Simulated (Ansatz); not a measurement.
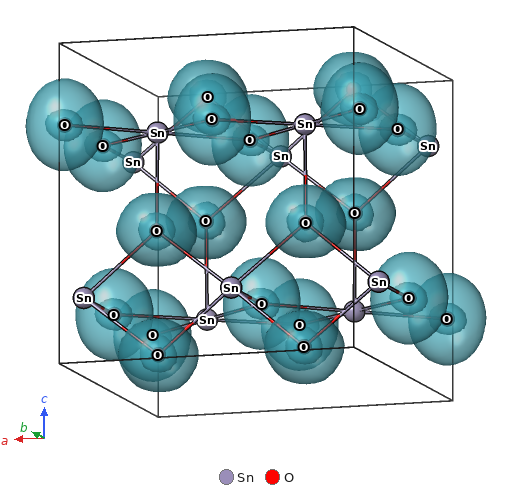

The picture shows: SnO2. Isosurface of the electron localisation function at 0.7 (cyan), seen at an oblique angle. Core shells and regions of very low density are left out. Sticks mark near contacts.

Space group Imma; a structure from a database of computed crystals, not necessarily the ambient phase; computed pressure about −7 GPa in this cell.

Level of theory: Kohn-Sham DFT of a periodic cell, PBEsol, Ansatz PAW in Ansatz.

```
Sn O
1.0
     6.49779    0.00000    0.00000
     0.00000    6.82894    0.00000
     0.00000    0.00000    6.82804
Sn O
8 16
Direct
  0.75000 0.25000 0.25000
  0.25000 0.75000 0.75000
  0.25000 0.25000 0.25000
  0.75000 0.75000 0.75000
  0.00000 0.25000 0.75360
  0.50000 0.75000 0.25360
  0.00000 0.75000 0.24640
  0.50000 0.25000 0.74640
  0.24728 0.25000 0.55650
  0.74728 0.75000 0.05650
  0.25272 0.75000 0.05650
  0.75272 0.25000 0.55650
  0.00000 0.05649 0.24594
  0.50000 0.55649 0.74594
  0.00000 0.44350 0.24594
  0.50000 0.94350 0.74594
  0.50000 0.05650 0.25406
  0.00000 0.55649 0.75406
  0.24728 0.75000 0.44350
  0.74728 0.25000 0.94350
  0.50000 0.44351 0.25406
  0.00000 0.94350 0.75406
  0.25272 0.25000 0.94350
  0.75272 0.75000 0.44350
```

Question: Where are the electrons localised?

Answer: The ELF exceeds this value in 16 regions wrapped around O (the valence shell of each), counted in one cell of 24 atoms. Regions shared between cells count once. Profiles from the grid: Sn–O (2.09 Å): the ELF peaks at about 0.80 in the valence shell of O, 0.6 Å from its nucleus, and is about 0.25 at the midpoint (no localised pair shows between them).
